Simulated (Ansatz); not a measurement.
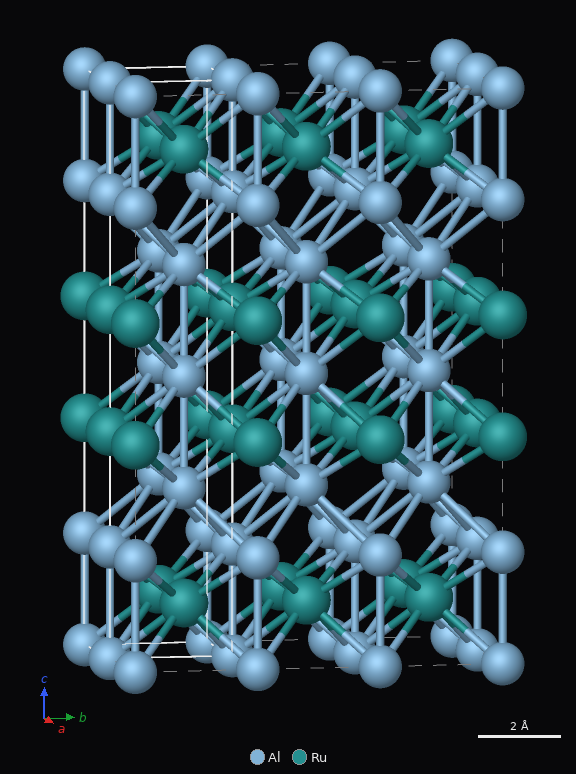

The figure gives a ball-and-stick picture of the atoms, viewed slightly off an axis. Shown are 2×3×1 repeats of the conventional unit cell, one of them outlined in solid lines. Cell: a = 3.075 Å, b = 3.075 Å, c = 14.244 Å, α = 90.00°, β = 90.00°, γ = 90.00°.

- The material is Al3Ru2.
- Space group I4/mmm (No. 139), lattice body-centred tetragonal.
- Counting shared atoms by their share gives 6 Al, 4 Ru, or 10 atoms.
- Counting contacts within bonding distance, the coordination numbers are Al 9 to 10 (mean 9.3) and Ru 8. Not all metal-metal contacts are counted.

The initial geometry was a structure listed in the Materials Project. Atoms and cell were optimised with DFT PBEsol, scalar-relativistic, plane waves, PAW in Ansatz.
